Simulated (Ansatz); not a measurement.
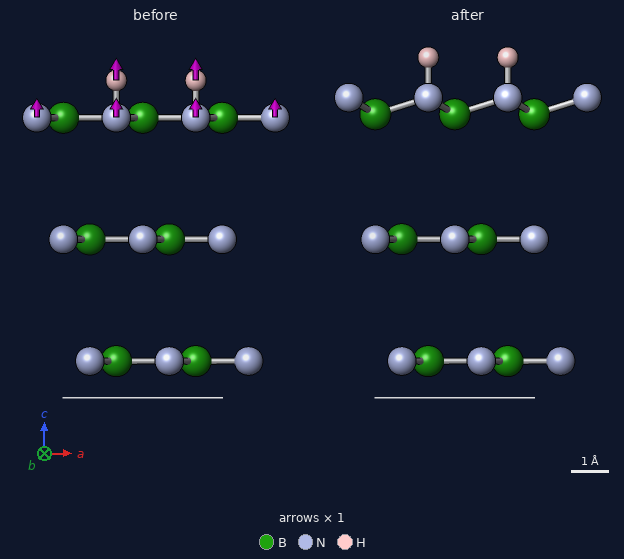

The structure of a slab of composition B3HN3 (cut from the R3m phase) before (left) and after (right) a constrained relaxation, at one scale. The purple arrows give the displacements, at their true length.

The picture is a ball-and-stick view of the 2 × 3 repeat of the cell, outlined in the plane, without the vacuum, seen along the b axis.

Case: H put at a top N site. The slab is the (0 0 1) face of BN with H on it. 2 atoms are held fixed.

Method: DFT PBE+D3(BJ), scalar-relativistic, plane waves, PAW in Ansatz. (plane-wave cutoff 420 eV; k-point mesh 12 × 12 × 1; occupations gaussian; smearing width 0.05 eV; collinear spin; dipole correction; atoms relaxed in a fixed cell; force threshold 0.03 eV/Å; at most 70 steps)

Q: Summarise the run.

A: The atom that moves furthest is the H atom (0.63 Å along the normal (+c)). By element the largest moves are H 0.63 Å, N 0.55 Å, B 0.10 Å. The lattice vectors keep their values. Near-neighbour distances that change, for instance: H–N 1.020 → 1.099 Å, B–N 1.447 → 1.517 Å. Bond angles that change, for instance: B–N–H 90.1° → 107.5°, B–N–B 120.0° → 111.4°, N–B–N 120.0° → 111.4°. Over 10 accepted moves (12 points after the start) the energy falls by 1.146 eV per cell of the calculation. Largest force component: 3.7 eV/Å at the start, 0.0083 eV/Å at the end. The line search rejected the trial step at point 3 of the run. 1 step only repeated the SCF at the same geometry. The program noted that the starting moments weren't kept.

Limits of the set-up: the periodic images lie only 2.5 Å apart, so the values are limited by the cell's size.
